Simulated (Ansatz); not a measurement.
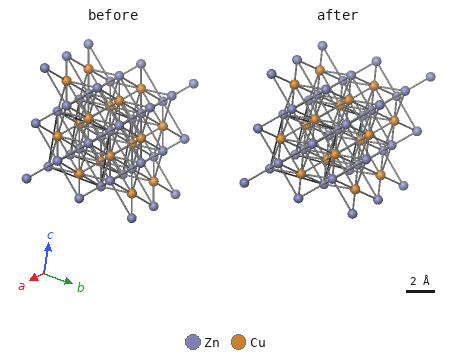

The structure of solid ZnCu (set up in P4/mmm) before (left) and after (right) a relaxation, at one scale.

The picture is a ball-and-stick view of the cell of the calculation, repeated 2 × 2 × 2 with one cell outlined, seen slightly off an axis.

Case: 2 of 4 Cu sites taken by Zn, cell and atoms relaxed.

All numbers below come from DFT r2SCAN, scalar-relativistic, plane waves, PAW (Ansatz 0.2.0).

The input:
```yaml
crystal:
  lattice:
    - [0.0, 3.1378473742, -2.6559157064]
    - [-3.1378473742, 0.0, 2.6559157064]
    - [3.1378473742, 0.0, 2.6559157064]
  atoms:
    - { symbol: Zn, position: [0.0, 0.0, 0.0] }
    - { symbol: Cu, position: [0.5, 0.75, 0.25] }
    - { symbol: Zn, position: [0.0, 0.5, 0.5] }
    - { symbol: Cu, position: [0.5, 0.25, 0.75] }
basis:
  ecutwfc: 500
kpoints:
  mp_grid: { grid: [14, 14, 14] }
hamiltonian:
  xc: r2scan
scf:
  occupations: { method: gaussian, width: 0.1 }
output:
  forces: true
  stress: true
  eigenvalues: true
relax:
  adjacent_minimum: "off"
  f_tol: 0.015
  max_steps: 60
  cell: { stress_tol: 0.15 }
```

Command:
```bash
ansatz run input.yaml --threads 1 --pin off --max-ram 2560MiB --backend cpu --events-out ev --progress --plain --runs-dir out
```

Summarise the run.

Answer. No atom moves by more than 0.005 Å relative to the cell. The volume changes by −4.9 %, with a = b = c 4.111 → 4.127 Å (+0.4 %), α 99.5° → 90.2°, β 114.7° → 119.9°, γ 114.7° → 119.9°. Among the contacts that change: Zn1–Zn3 2.656 → 2.914 Å, Cu2–Cu4 2.656 → 2.914 Å, Cu2–Cu4 (another image) 3.138 → 2.922 Å, Zn1–Zn3 (another image) 3.138 → 2.922 Å. The space group (tolerance 0.01 Å) goes from P4/mmm (No. 123) to Pm-3m (No. 221). Over 6 accepted moves (7 points after the start) the energy falls by 0.147 eV per cell of the calculation. All forces vanish by symmetry, so only the cell relaxes. Pressure: −5.06 GPa at the start and −0.03 GPa at the end. The SCF was repeated once at an unchanged geometry on a basis and grid sized afresh for the cell, which shifted the energy by 0.6 meV per cell of the calculation at most.
